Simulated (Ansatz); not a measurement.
## Two runs on CuO

System: CuO (Cccm, 16 atoms in the cell).
Method of the first run: DFT PBE+U, scalar-relativistic, plane waves, PAW, Ueff = 4 eV on Cu d, spin-polarised (Ansatz 0.2.0).

The structure derives from an entry of the Crystallography Open Database. Text and figures count atoms from 1; the logs count them from 0 in places.

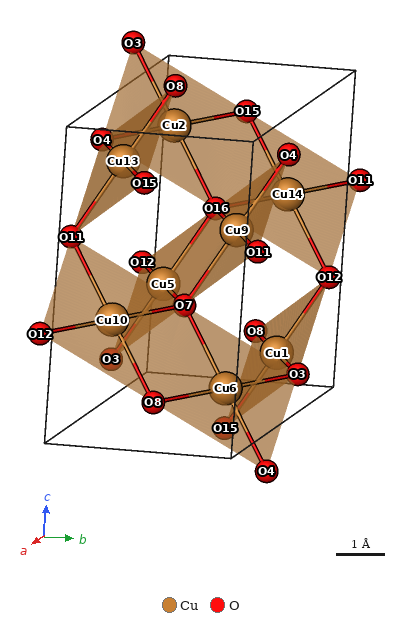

Figure 1. The input geometry (polyhedral view of the cell of the calculation, seen slightly off an axis; polyhedra are completed across the faces of the cell; atoms are numbered from 1 in the order of the input).

**The input, the first run**
```yaml
crystal:
  lattice:
    - [3.7619277448, 0.0, 5.5321650474]
    - [0.0, -4.1521210669, 0.0]
    - [4.5869090652, 0.0, -4.8710264531]
  atoms:
    - { symbol: Cu, position: [0.125, -0.25, 0.125], spin: 1.0 }
    - { symbol: Cu, position: [0.375, 0.25, -0.125], spin: 1.0 }
    - { symbol: O, position: [0.375, 3.5267e-05, 0.125] }
    - { symbol: O, position: [0.625, -3.5267e-05, -0.125] }
    - { symbol: Cu, position: [0.375, 0.25, 0.375], spin: -1.0 }
    - { symbol: Cu, position: [0.625, 0.75, 0.125], spin: -1.0 }
    - { symbol: O, position: [0.625, 0.500035267, 0.375] }
    - { symbol: O, position: [0.875, 0.499964733, 0.125] }
    - { symbol: Cu, position: [0.625, -0.25, 0.625], spin: -1.0 }
    - { symbol: Cu, position: [0.875, 0.25, 0.375], spin: -1.0 }
    - { symbol: O, position: [0.875, 3.5267e-05, 0.625] }
    - { symbol: O, position: [1.125, -3.5267e-05, 0.375] }
    - { symbol: Cu, position: [0.875, 0.25, 0.875], spin: 1.0 }
    - { symbol: Cu, position: [1.125, 0.75, 0.625], spin: 1.0 }
    - { symbol: O, position: [1.125, 0.500035267, 0.875] }
    - { symbol: O, position: [1.375, 0.499964733, 0.625] }
basis:
  ecutwfc: 420
  ecutrho_ratio: 4
kpoints:
  mp_grid: { grid: [4, 6, 4] }
hamiltonian:
  xc: pbe
  hubbard: { sites: [{ species: Cu, l: d, u_eff: 4.0 }] }
scf:
  occupations: { method: gaussian, width: 0.05 }
  lower_state_search: "off"
output:
  forces: true
  stress: true
  eigenvalues: true
  populations: true
  hubbard: { sites: [{ species: Cu, l: d }] }
magnetization:
  spin_polarized: true
checkpoint:
  read: start.run
  write: ck
  compress: false
  write_wavefunctions: false
  write_every: 100000
```

Command:
```bash
ansatz run input.yaml --threads 8 --pin off --max-ram 22528MiB --backend cpu --events-out ev --progress --plain --runs-dir out
```

Hardware: 8 threads of Arm Neoverse V2, 24 GiB of memory available, shared host.

**Output, shortened to warnings, some set-up lines, iterations and results (the first run)**
```
Basis set: ecut = 420 eV, 3533 PW (Γ), exchange–correlation on 90×60×90 points (8 copies of the dense FFT grid, shifted against one another)
Symmetry: 2 space group operations
k-points: 40 of 96 (time reversal used)
Initial density: read from a saved state, or passed on in memory by an earlier SCF of this step, an earlier step, the calling program or the single point that the run made first
[...]
SCF iter   1: F=—  HF=-57524.033485 eV  |F-HF|=—  |Δ(HF+E_count)|=         —  Δρ=3.82e-4 (↑3.82e-4 ↓3.82e-4)  dr2=1.72e-4  dr2_m=1.81e-4  M=0.000 μB ∫|m|=6.162 μB  β_m=0.30  …
SCF iter   2: F=—  HF=-57524.033505 eV  |F-HF|=—  |Δ(HF+E_count)|=   1.94e-5  Δρ=2.60e-4 (↑2.60e-4 ↓2.60e-4)  dr2=2.87e-5  dr2_m=9.66e-5  M=0.000 μB ∫|m|=6.163 μB  β_m=0.55  …
SCF iter   3: F=—  HF=-57524.033661 eV  |F-HF|=—  |Δ(HF+E_count)|=   1.57e-4  Δρ=2.22e-4 (↑2.22e-4 ↓2.22e-4)  dr2=1.31e-4  dr2_m=4.14e-5  M=0.000 μB ∫|m|=6.172 μB  β_m=0.52  …
SCF iter   4: F=—  HF=-57524.033652 eV  |F-HF|=—  |Δ(HF+E_count)|=   9.55e-6  Δρ=4.05e-5 (↑4.05e-5 ↓4.04e-5)  dr2=5.51e-6  dr2_m=2.84e-7  M=-0.000 μB ∫|m|=6.174 μB  β_m=0.51  …
SCF iter   5: F=—  HF=-57524.033651 eV  |F-HF|=—  |Δ(HF+E_count)|=   8.01e-7  Δρ=2.28e-5 (↑2.26e-5 ↓2.28e-5)  dr2=1.41e-6  dr2_m=3.43e-7  M=0.000 μB ∫|m|=6.175 μB  β_m=0.65  …
SCF iter   6: F=—  HF=-57524.033651 eV  |F-HF|=—  |Δ(HF+E_count)|=   2.14e-9  Δρ=7.88e-6 (↑7.88e-6 ↓7.75e-6)  dr2=1.71e-7  dr2_m=2.10e-8  M=-0.000 μB ∫|m|=6.175 μB  β_m=0.71  …
SCF iter   7: F=-57524.033651 eV  HF=-57524.033651 eV  |F-HF|=3.47e-8  |Δ(HF+E_count)|=   1.15e-8  Δρ=4.15e-6 (↑4.15e-6 ↓3.61e-6)  dr2=5.57e-8  dr2_m=1.43e-9  M=0.000 μB …
SCF 1 converged in 7 iterations: F = -57524.033651 eV  dr2 = 5.57e-8
SCF converged after 7 iterations
Magnetization: 0.0000 μB (100.0000 up, 100.0000 down)
Absolute magnetization: 6.1223 μB (∫|ρ↑−ρ↓|, with the PAW one-centre terms)
Spin contamination: 3.2458 ħ² per cell (⟨S²⟩ above its minimum at these occupations)
Per-site moments (μB) at R_I (Å): [(0.5442298057320312, 0.8120193672329415), (0.5442155960830545, 0.8120193672329412), (-8.401814092436842e-7, 0.8120193672329414), (-5.424542801336698e-6, 0.8120193672329411), (-0.5442090998058405, 0.8120193672329414), (-0.5442324804778889, 0.8120193672329414), …
Free energy (F): -57524.033651 eV
Harris-Foulkes:  -57524.033651 eV  (|F-HF|=3.47e-8)
Internal energy: -57524.033242 eV  (E = F + TS)
E sigma→0 (E₀):  -57524.033446 eV
Entropy (-TS):   -0.000409 eV (-0.026 meV/atom)
Fermi energy:    10.093699 eV
--- Per-component energies (eV) ---
  E_band       = -3915.214943
  E_kinetic    = 3762.123603
  E_local      = -40933.138341  (includes V_loc(G=0)·N_el)
  E_nonlocal   = 3503.743724
  E_hartree    = 17707.120556
  E_xc         = -1291.292752
  E_vxc        = -1657.078617  (∫ρ·V_xc dr)
  E_hubbard    = 5.454774  (on-site DFT+U / exact-exchange correction)
  E_vhub       = -139.338510  (the Hubbard potential's part of the band-sum identity)
  E_paw        = -14550.638391  (= ΣΔE_a)
  E_vpaw       = -3865.752610  (= ΣTr[D̂ρ^β])
  E_aug_tail   = 0.022323  (compensation charges beyond the density's cutoff)
  E_ewald      = -25727.428736
  E_smearing   = -0.000409  (= −TS)
  E_closure    = -0.000000  (closes the sum)
  Σ components = -57524.033651   (vs F -57524.033651, Δ=0.00e0)
--- Forces (eV/Å), atoms counted from 1 ---
  atom   1  Cu    -0.08557949     0.08803290     0.07070401
  atom   2  Cu    -0.07335454    -0.08799961    -0.08330548
  atom   3  O     -0.00000973     0.00002478     0.00001278
  atom   4  O      0.00000000    -0.00019179     0.00000000
  atom   5  Cu     0.07335423    -0.08800114     0.08330692
  atom   6  Cu     0.08559334     0.08803303    -0.07071187
  atom   7  O     -0.00000000     0.00014300     0.00000000
  atom   8  O     -0.00001349    -0.00005627     0.00000906
  atom   9  Cu    -0.08559334     0.08803303     0.07071187
  atom  10  Cu    -0.07335423    -0.08800114    -0.08330692
  atom  11  O      0.00000973     0.00002478    -0.00001278
[...]
```

For the second run the input was changed thus:
```diff
-    - { symbol: Cu, position: [0.375, 0.25, 0.375], spin: -1.0 }
-    - { symbol: Cu, position: [0.625, 0.75, 0.125], spin: -1.0 }
+    - { symbol: Cu, position: [0.375, 0.25, 0.375], spin: 1.0 }
+    - { symbol: Cu, position: [0.625, 0.75, 0.125], spin: 1.0 }
-    - { symbol: Cu, position: [0.625, -0.25, 0.625], spin: -1.0 }
-    - { symbol: Cu, position: [0.875, 0.25, 0.375], spin: -1.0 }
+    - { symbol: Cu, position: [0.625, -0.25, 0.625], spin: 1.0 }
+    - { symbol: Cu, position: [0.875, 0.25, 0.375], spin: 1.0 }
```

How does the second run compare with the first run?

With the same functional and potentials, the second run lies 0.8 meV per atom lower. The gap on the mesh goes from 0.06 to 0.32 eV. The largest force goes from 0.142 to 0.195 eV/Å.

**Output, shortened to warnings, some set-up lines, iterations and results (the second run)**
```
WARN: the starting moments were not kept: 4 of 8 ended reversed and 4 kept their direction, counting a site from 0.1 of the cell's largest site moment. The largest reversed, site 1 (counted from 0, in the order of the report's site_moments_mub), started with +1.0 μB and closes at -5.4e-1 μB in its sphere. The net magnetisation is 5.2e-12 μB in size, at most 0.1 of the 8 μB that the starting …
Basis set: ecut = 420 eV, 3533 PW (Γ), exchange–correlation on 90×60×90 points (8 copies of the dense FFT grid, shifted against one another)
Symmetry: 2 space group operations
k-points: 40 of 96 (time reversal used)
Initial density: read from a saved state, or passed on in memory by an earlier SCF of this step, an earlier step, the calling program or the single point that the run made first
[...]
SCF iter   1: F=—  HF=-57524.046782 eV  |F-HF|=—  |Δ(HF+E_count)|=         —  Δρ=1.45e-4 (↑1.45e-4 ↓1.45e-4)  dr2=1.16e-5  dr2_m=2.50e-5  M=-0.000 μB ∫|m|=6.227 μB  β_m=0.30  …
SCF iter   2: F=—  HF=-57524.046865 eV  |F-HF|=—  |Δ(HF+E_count)|=   8.35e-5  Δρ=1.10e-4 (↑1.10e-4 ↓1.10e-4)  dr2=5.64e-6  dr2_m=1.52e-5  M=-0.000 μB ∫|m|=6.228 μB  β_m=0.65  …
SCF iter   3: F=—  HF=-57524.046877 eV  |F-HF|=—  |Δ(HF+E_count)|=   1.16e-5  Δρ=3.11e-5 (↑3.11e-5 ↓3.11e-5)  dr2=3.30e-6  dr2_m=4.28e-7  M=-0.000 μB ∫|m|=6.229 μB  β_m=0.55  …
SCF iter   4: F=—  HF=-57524.046876 eV  |F-HF|=—  |Δ(HF+E_count)|=   3.83e-7  Δρ=1.17e-5 (↑1.17e-5 ↓1.17e-5)  dr2=2.50e-7  dr2_m=7.25e-8  M=0.000 μB ∫|m|=6.230 μB  β_m=0.67  …
SCF iter   5: F=-57524.046876 eV  HF=-57524.046876 eV  |F-HF|=6.19e-8  |Δ(HF+E_count)|=   1.65e-7  Δρ=5.80e-6 (↑5.76e-6 ↓5.80e-6)  dr2=7.64e-8  dr2_m=1.23e-8  M=-0.000 μB …
SCF 1 converged in 5 iterations: F = -57524.046876 eV  dr2 = 7.64e-8
SCF converged after 5 iterations
Magnetization: -0.0000 μB (100.0000 up, 100.0000 down)
Absolute magnetization: 6.1596 μB (∫|ρ↑−ρ↓|, with the PAW one-centre terms)
Spin contamination: 3.2209 ħ² per cell (⟨S²⟩ above its minimum at these occupations)
Per-site moments (μB) at R_I (Å): [(0.540871519988084, 0.8120193672329415), (-0.5408722359378558, 0.8120193672329412), (0.14991844998053616, 0.8120193672329414), (-0.149918095480509, 0.8120193672329411), (0.5408710911621561, 0.8120193672329414), (0.5408715199880845, 0.8120193672329414), …
Free energy (F): -57524.046876 eV
Harris-Foulkes:  -57524.046876 eV  (|F-HF|=6.19e-8)
Internal energy: -57524.046876 eV  (E = F + TS)
E sigma→0 (E₀):  -57524.046876 eV
Entropy (-TS):   -0.000000 eV (-0.000 meV/atom)
Fermi energy:    9.964407 eV
--- Per-component energies (eV) ---
  E_band       = -3914.397954
  E_kinetic    = 3762.200851
  E_local      = -40934.567733  (includes V_loc(G=0)·N_el)
  E_nonlocal   = 3504.193657
  E_hartree    = 17708.373988
  E_xc         = -1291.290490
  E_vxc        = -1657.075695  (∫ρ·V_xc dr)
  E_hubbard    = 5.466089  (on-site DFT+U / exact-exchange correction)
  E_vhub       = -139.339664  (the Hubbard potential's part of the band-sum identity)
  E_paw        = -14551.016819  (= ΣΔE_a)
  E_vpaw       = -3866.515771  (= ΣTr[D̂ρ^β])
  E_aug_tail   = 0.022317  (compensation charges beyond the density's cutoff)
  E_ewald      = -25727.428736
  E_smearing   = -0.000000  (= −TS)
  E_closure    = 0.000000  (closes the sum)
  Σ components = -57524.046876   (vs F -57524.046876, Δ=0.00e0)
--- Forces (eV/Å), atoms counted from 1 ---
  atom   1  Cu     0.13160464    -0.13417199    -0.05186598
  atom   2  Cu    -0.13160389    -0.13417201     0.05186578
  atom   3  O     -0.16481330    -0.04985942     0.08641868
  atom   4  O      0.16481211     0.04985647    -0.08641782
  atom   5  Cu    -0.13160360     0.13417208     0.05186542
  atom   6  Cu     0.13160464     0.13417199    -0.05186598
  atom   7  O      0.16481100    -0.04985902    -0.08641637
  atom   8  O     -0.16481330     0.04985942     0.08641868
  atom   9  Cu     0.13160298    -0.13417214    -0.05186511
  atom  10  Cu    -0.13160360    -0.13417208     0.05186542
  atom  11  O     -0.16480997    -0.04986012     0.08641545
[...]
```

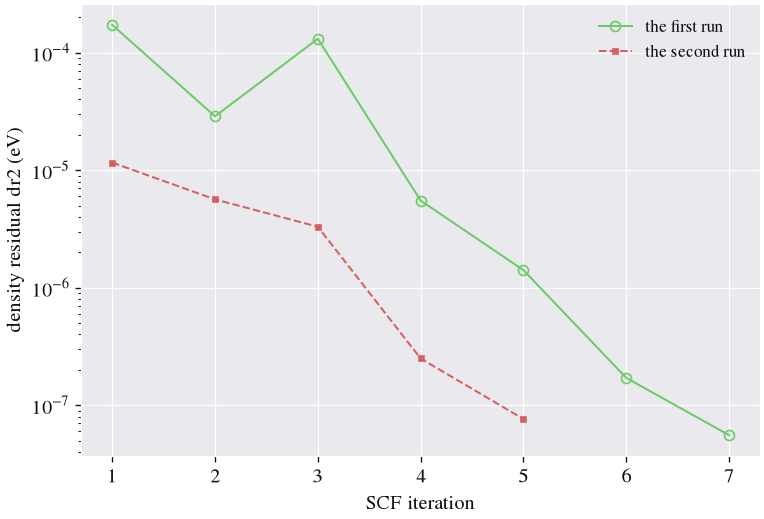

Figure 2. Convergence of the two runs: density residual dr2 against the SCF iteration. The first run takes 7 iterations in all, and the second run takes 5.

**The two runs side by side**

| quantity | the first run | the second run |
| --- | --- | --- |
| outcome | converged | converged |
| free energy per atom (eV) | −3595.2521 | −3595.2529 |
| gap on the mesh (eV) | 0.06 | 0.32 |
| net moment of the cell (μB) | 0.00 | 0.00 |
| absolute moment of the cell (μB) | 6.12 | 6.16 |
| pressure (GPa) | −0.42 | −0.39 |
| largest force (eV/Å) | 0.142 | 0.195 |
| irreducible k-points | 40 | 40 |
| plane waves at Γ | 3533 | 3533 |
| wall time (shared host) | 32 s | 28 s |

For the second run: Warnings: some starting moments were not kept; the state was not tested for a lower one.
